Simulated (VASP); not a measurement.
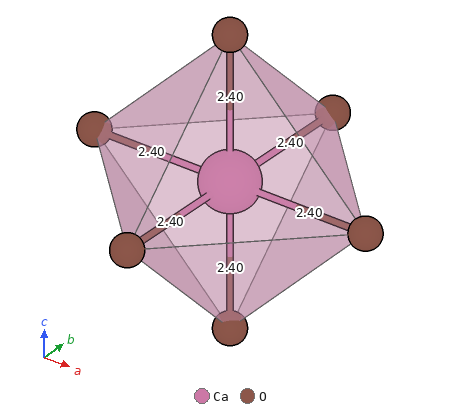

Coordination of Ca in CaO (Fm-3m); bond lengths in Å. Shape measures S are computed against regular polyhedra or, for capped shapes, the nearer of the equal-edge and equal-bond forms. Origin: a cell listed in the Materials Project, as set up for an electronic-structure calculation.

Question: What geometry does the central atom have?

Answer: CaO6: an essentially ideal octahedron (coordination number 6, S = 0.00; next best trigonal prism, S = 16.7).

Question: Does the central atom sit at the centroid of its ligands?

Answer: Yes, to within 0.01 Å; the site symmetry is m-3m.
